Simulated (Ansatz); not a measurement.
System: Si.

Input file:

```
crystal:
  lattice:
    - [-2.3056525, 2.38314, 1.2732375]
    - [2.2674025, -2.42139, 1.2767625]
    - [2.2345975, 2.35386, -1.3442925]
  atoms:
    - { symbol: Si, position: [0.807, 0.557, 0.25] }
    - { symbol: Si, position: [0.193, 0.443, 0.75] }
kpoints:
  mp_grid: { grid: [16, 16, 16] }
scf:
  occupations: { method: fermi_dirac, width: 0.05 }
hamiltonian:
  xc: pbe
  pseudopotentials: { kind: paw }
output:
  forces: true
  stress: true
  eigenvalues: true
  efg: { contact_densities: true }
  write_density: true
  write_potential: true
  elf: true
  volumetric_format: npy
```

Command:

```sh
ansatz run input.yaml --threads 1 --pin off --max-ram 3072MiB --backend cpu --events-out ev --progress --plain --runs-dir out
```

Below, planes, directions and counts refer to the conventional cell (a = 2.55 Å, b = 3.41 Å, c = 3.55 Å, α = 80.55°, β = 69.02°, γ = 70.52°).

Space group P-1; changed on purpose from its base cell (equal xy, yz and zx shear strains of -3 %, PAW files); computed pressure about 16 GPa in this cell.

The calculation used Ansatz, DFT, PBE, PAW with Ansatz's default frozen-core files, scalar-relativistic.

What will maps of the valence pseudo-density and electron localisation function show?

Answer. Si–Si (2.55 Å): ρ at the midpoint is about 0.37 e/Å³; the ELF peaks at about 0.75 between the atoms.

Metal or insulator at this level of theory?

Answer. It is gapless in this calculation (a metal or semimetal).

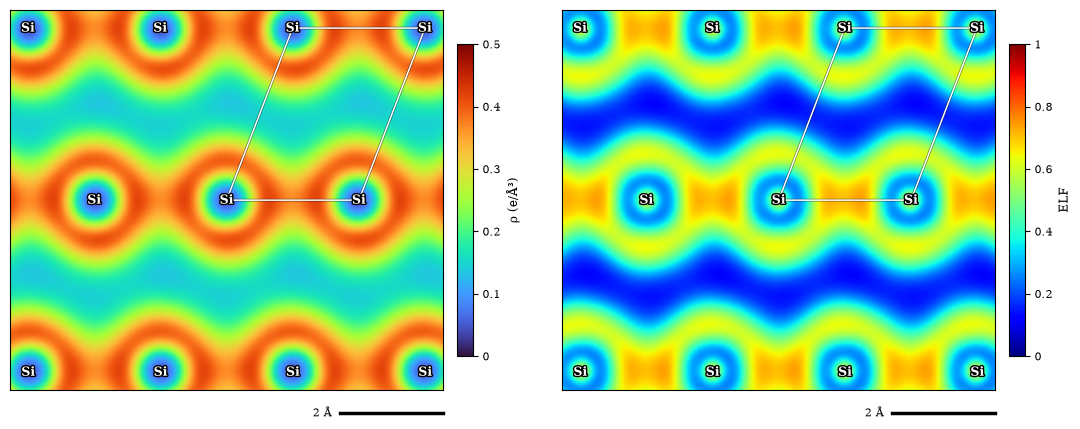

Computed valence pseudo-density and electron localisation function on the (010) plane of the conventional cell, in this order. 
